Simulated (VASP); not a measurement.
**Run report: TiB2, geometry relaxation (part 2 of 2)**

Continued. System: TiB2 (3 atoms in the cell). Method: Kohn-Sham DFT of a periodic cell, LDA, VASP PAW LDA potentials, recommended, no spin polarisation (VASP 6.6.1); cutoff 350 eV, 9×9×8 k-mesh, Gaussian smearing of 0.1 eV. The structure derives from an entry of the Crystallography Open Database.

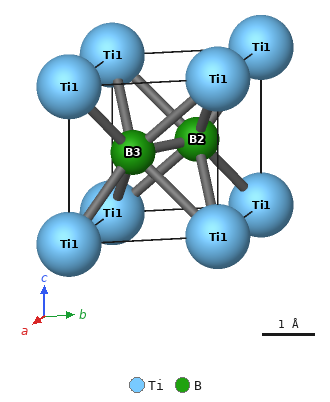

*The geometry at step 1 of the log (ball-and-stick view of the cell of the calculation, seen slightly off an axis; atoms are numbered from 1 in the order of the input).*

### Parts of OUTCAR, continued
```
  FORCE on cell =-STRESS in cart. coord.  units (eV):
  Direction    XX          YY          ZZ          XY          YZ          ZX
  --------------------------------------------------------------------------------------
  -------------------------------------------------------------------------------------
  Total       -0.0142479     -0.0142479     -0.0193920      0.0000000      0.0000000      0.0000000
  in kB       -0.9307015     -0.9307015     -1.2667228      0.0000000      0.0000000      0.0000000
  external PRESSURE =      -1.0427086 kB  Pullay stress =       0.0000000 kB

 VOLUME and BASIS-vectors are now :
 -----------------------------------------------------------------------------
  energy-cutoff  :      350.00
  volume of cell :       24.53
      direct lattice vectors                 reciprocal lattice vectors
     2.995170229  0.000000000  0.000000000     0.333870840  0.192760420  0.000000000
    -1.497585115  2.593893504  0.000000000     0.000000000  0.385520839  0.000000000
     0.000000000  0.000000000  3.157018394     0.000000000  0.000000000  0.316754569

 POSITION                                       TOTAL-FORCE (eV/Angst)
 -----------------------------------------------------------------------------------
      0.00000      0.00000      0.00000        -0.000000      0.000000      0.000000
     -0.00000      1.72926      1.57851         0.000000      0.000000      0.000000
      1.49759      0.86463      1.57851        -0.000000     -0.000000      0.000000
 -----------------------------------------------------------------------------------
    total drift:                               -0.000000      0.000000      0.000000

  FREE ENERGIE OF THE ION-ELECTRON SYSTEM (eV)
  ---------------------------------------------------
  free  energy   TOTEN  =       -26.9069819992 eV

  energy  without entropy=      -26.9041688293  energy(sigma->0) =      -26.90557541

--------------------------------------- Ionic step        2  -------------------------------------------

 number of electron      18.0000012 magnetization

------------------------ aborting loop because EDIFF is reached ----------------------------------------

  FORCE on cell =-STRESS in cart. coord.  units (eV):
  Direction    XX          YY          ZZ          XY          YZ          ZX
  --------------------------------------------------------------------------------------
  -------------------------------------------------------------------------------------
  Total        0.0170895      0.0170895      0.0111975     -0.0000000     -0.0000000      0.0000000
  in kB        1.1171807      1.1171807      0.7320096     -0.0000000     -0.0000000      0.0000000
  external PRESSURE =       0.9887903 kB  Pullay stress =       0.0000000 kB

 VOLUME and BASIS-vectors are now :
 -----------------------------------------------------------------------------
  energy-cutoff  :      350.00
  volume of cell :       24.51
      direct lattice vectors                 reciprocal lattice vectors
     2.994483979  0.000000000  0.000000000     0.333947353  0.192804595 -0.000000000
    -1.497241990  2.593299194 -0.000000000    -0.000000000  0.385609189 -0.000000000
     0.000000000  0.000000000  3.156033910    -0.000000000  0.000000000  0.316853376

 POSITION                                       TOTAL-FORCE (eV/Angst)
 -----------------------------------------------------------------------------------
      2.99448      0.00000      0.00000         0.000000      0.000000      0.000000
     -0.00000      1.72887      1.57802         0.000000     -0.000000      0.000000
      1.49724      0.86443      1.57802        -0.000000      0.000000      0.000000
 -----------------------------------------------------------------------------------
    total drift:                                0.000000      0.000000      0.000000

  FREE ENERGIE OF THE ION-ELECTRON SYSTEM (eV)
  ---------------------------------------------------
  free  energy   TOTEN  =       -26.9069827019 eV

  energy  without entropy=      -26.9041719323  energy(sigma->0) =      -26.90557732

--------------------------------------- Ionic step        3  -------------------------------------------

 number of electron      18.0000012 magnetization

 Free energy of the ion-electron system (eV)
  ---------------------------------------------------
  ext. energy  EPLUGINS =         0.00000000
  ---------------------------------------------------
  free energy    TOTEN  =       -26.90698548 eV

  energy without entropy =      -26.90417350  energy(sigma->0) =      -26.90557949

 E-fermi :  10.3813     XC(G=0): -13.1744     alpha+bet :-20.5402

 val. band max:       10.3337111001   @ k =   0.1111  -0.0000   0.5000
 cond. band min:      10.3857429054   @ k =   0.1111   0.1111   0.2500
 fundamental gap:      0.0520318053
 Fermi energy:        10.3813016138

 k-point     1 :       0.0000    0.0000    0.0000
  band No.  band energies     occupation
      1     -45.6582      2.00000
      2     -22.4226      2.00000
      3     -22.0799      2.00000
      4     -22.0799      2.00000
      5      -3.0623      2.00000
      6       7.6815      2.00000
      7       7.6815      2.00000
      8       8.2455      2.00000
      9       8.2985      2.00000
     10      12.4595      0.00000
     11      12.4595      0.00000
     12      14.3692      0.00000
     13      14.3692      0.00000

 k-point     2 :       0.1111   -0.0000    0.0000
  band No.  band energies     occupation
      1     -45.6507      2.00000
      2     -22.4130      2.00000
      3     -22.1380      2.00000
      4     -22.0932      2.00000
      5      -2.8210      2.00000
      6       7.0435      2.00000
      7       7.6516      2.00000
      8       8.0781      2.00000
      9       8.3588      2.00000
     10      12.3871      0.00000
     11      12.8965      0.00000
     12      13.5233      0.00000
     13      13.6792      0.00000

 k-point     3 :       0.2222    0.0000    0.0000
  band No.  band energies     occupation
      1     -45.6302      2.00000
      2     -22.3883      2.00000
      3     -22.2822      2.00000
      4     -22.1260      2.00000
      5      -2.1225      2.00000
      6       5.5466      2.00000
      7       7.5267      2.00000
      8       7.6677      2.00000
      9       8.5166      2.00000
     10      12.2100      0.00000
     11      12.7341      0.00000
     12      13.1279      0.00000
     13      13.7831      0.00000

 k-point     4 :       0.3333    0.0000    0.0000
  band No.  band energies     occupation
      1     -45.6071      2.00000
      2     -22.4427      2.00000
      3     -22.3603      2.00000
      4     -22.1633      2.00000
      5      -1.0366      2.00000
      6       3.7724      2.00000
      7       7.3141      2.00000
      8       7.3496      2.00000
      9       8.3582      2.00000
     10      12.0173      0.00000
     11      12.9588      0.00000
     12      13.1138      0.00000
     13      14.2326      0.00000

 k-point     5 :       0.4444    0.0000    0.0000
  band No.  band energies     occupation
      1     -45.5918      2.00000
      2     -22.5455      2.00000
      3     -22.3419      2.00000
      4     -22.1873      2.00000
      5       0.3493      2.00000
      6       2.0137      2.00000
      7       7.1512      2.00000
      8       7.1972      2.00000
      9       8.0996      2.00000
     10      11.8962      0.00000
     11      13.2884      0.00000
     12      13.6971      0.00000
     13      14.0716      0.00000

 [... the levels of 18 k-points are left out ...]

 k-point    24 :       0.3333    0.3333    0.1250
  band No.  band energies     occupation
      1     -45.5779      2.00000
      2     -22.4082      2.00000
      3     -22.4082      2.00000
      4     -22.3626      2.00000
      5       2.1379      2.00000
      6       2.1379      2.00000
      7       3.1915      2.00000
      8       8.2613      2.00000
      9       8.2613      2.00000
     10      12.3876      0.00000
     11      12.3876      0.00000
     12      12.5765      0.00000
     13      17.3406      0.00000

 [... further k-points ...]

------------------------ aborting loop because EDIFF is reached ----------------------------------------

  FORCE on cell =-STRESS in cart. coord.  units (eV):
  Direction    XX          YY          ZZ          XY          YZ          ZX
  --------------------------------------------------------------------------------------
  -------------------------------------------------------------------------------------
  Total        0.0029988      0.0029988     -0.0022607     -0.0000000      0.0000000      0.0000000
  in kB        0.1959688      0.1959688     -0.1477354     -0.0000000      0.0000000      0.0000000
  external PRESSURE =       0.0814008 kB  Pullay stress =       0.0000000 kB

 VOLUME and BASIS-vectors are now :
 -----------------------------------------------------------------------------
  energy-cutoff  :      350.00
  volume of cell :       24.52
      direct lattice vectors                 reciprocal lattice vectors
     2.994809111  0.000000000  0.000000000     0.333911098  0.192783663 -0.000000000
    -1.497404556  2.593580767 -0.000000000    -0.000000000  0.385567326 -0.000000000
     0.000000000  0.000000000  3.156500340    -0.000000000  0.000000000  0.316806555

 POSITION                                       TOTAL-FORCE (eV/Angst)
 -----------------------------------------------------------------------------------
     -1.49740      2.59358      3.15650         0.000000      0.000000      0.000000
     -0.00000      1.72905      1.57825         0.000000     -0.000000      0.000000
      1.49740      0.86453      1.57825        -0.000000      0.000000     -0.000000
 -----------------------------------------------------------------------------------
    total drift:                               -0.000000      0.000000      0.000000

  FREE ENERGIE OF THE ION-ELECTRON SYSTEM (eV)
  ---------------------------------------------------
  free  energy   TOTEN  =       -26.9069854790 eV

  energy  without entropy=      -26.9041734977  energy(sigma->0) =      -26.90557949

 reached required accuracy - stopping structural energy minimisation
```

### CONTCAR
```
TiB2
   1.00000000000000
     2.9948091112745998    0.0000000000000070    0.0000000000000000
    -1.4974045556872879    2.5935807668637256   -0.0000000000000000
     0.0000000000000000    0.0000000000000000    3.1565003395582658
  Ti              B
     1     2
Direct
     0.0000000000000000    1.0000000000000000    1.0000000000000000
     0.3333333300000021    0.6666666699999979    0.5000000000000000
     0.6666666699999979    0.3333333300000021    0.5000000000000000

  0.00000000E+00  0.00000000E+00  0.00000000E+00
  0.00000000E+00  0.00000000E+00  0.00000000E+00
  0.00000000E+00  0.00000000E+00  0.00000000E+00
```

### Trajectory as extended XYZ (Å, eV, eV/Å), 3 frames, from step=0 to step=2
```
3
Lattice="2.9952 0.0000 0.0000 -1.4976 2.5939 0.0000 0.0000 0.0000 3.1570" Properties=species:S:1:pos:R:3:forces:R:3 step=0 energy=-26.90698
Ti    0.0000    0.0000    0.0000    0.0000   0.0000   0.0000
B     0.0000    1.7293    1.5785    0.0000   0.0000   0.0000
B     1.4976    0.8646    1.5785    0.0000   0.0000   0.0000
3
Lattice="2.9945 0.0000 0.0000 -1.4972 2.5933 -0.0000 0.0000 0.0000 3.1560" Properties=species:S:1:pos:R:3:forces:R:3 step=1 energy=-26.90698
Ti    2.9945    0.0000    0.0000    0.0000   0.0000   0.0000
B     0.0000    1.7289    1.5780    0.0000   0.0000   0.0000
B     1.4972    0.8644    1.5780    0.0000   0.0000   0.0000
3
Lattice="2.9948 0.0000 0.0000 -1.4974 2.5936 -0.0000 0.0000 0.0000 3.1565" Properties=species:S:1:pos:R:3:forces:R:3 step=2 energy=-26.90699
Ti   -1.4974    2.5936    3.1565    0.0000   0.0000   0.0000
B     0.0000    1.7291    1.5782    0.0000   0.0000   0.0000
B     1.4974    0.8645    1.5782    0.0000   0.0000   0.0000
```

This output came from the following input.

### INCAR
```
SYSTEM = TiB2
PREC     = Accurate       ! precision mode
ENCUT    = 350            ! plane-wave cutoff, eV
EDIFF    = 1E-7           ! SCF threshold, eV
ISMEAR   = 0              ! smearing method
SIGMA    = 0.1            ! smearing width, eV
LREAL    = .FALSE.        ! projectors in reciprocal space
LASPH    = .TRUE.         ! aspherical terms in the spheres
NELM     = 60             ! most SCF steps
ALGO     = Normal         ! electronic algorithm
ISIF     = 3              ! what is computed and relaxed
LWAVE    = .FALSE.        ! write WAVECAR
LCHARG   = .FALSE.        ! write CHGCAR
GGA      = CA             ! functional
IBRION   = 2              ! ionic algorithm
NSW      = 80             ! ionic steps
EDIFFG   = -0.002         ! ionic threshold
```

### KPOINTS
```
regular mesh
0
G
  9 9 8
  0 0 0
```

### POSCAR
```
TiB2                                    
1.0
    2.9951702289     -0.0000000000     -0.0000000000
   -1.4975851145      2.5938935039      0.0000000000
    0.0000000000     -0.0000000000      3.1570183941
  Ti              B             
     1     2
Direct
     0.0000000000000000    0.0000000000000000    0.0000000000000000
     0.3333333300000021    0.6666666699999979    0.5000000000000000
     0.6666666699999979    0.3333333300000021    0.5000000000000000
```

Command:
```bash
cat potpaw_LDA.64/Ti_sv/POTCAR potpaw_LDA.64/B/POTCAR > POTCAR
mpirun -np 1 vasp_std > vasp.out
```

### Key numbers

- outcome: converged
- space group (tolerance 0.01 Å): P6/mmm (191)
- electrons treated: 18
- free energy: −26.9070 eV
- Fermi energy: 10.381 eV
- gap on the k-point mesh: none (metallic)
- pressure: 0.01 GPa
- final volume: 24.52 Å³
- largest force (length of the vector) at the end: under 0.001 eV/Å
- final cell: a = 2.995 Å, b = 2.995 Å, c = 3.157 Å, α = 90.00°, β = 90.00°, γ = 120.00°
- hardware: 1 thread of Intel Xeon (Granite Rapids), 64 GiB of memory available, shared host
- wall time: 8.6 s
- peak memory: 0.12 GiB
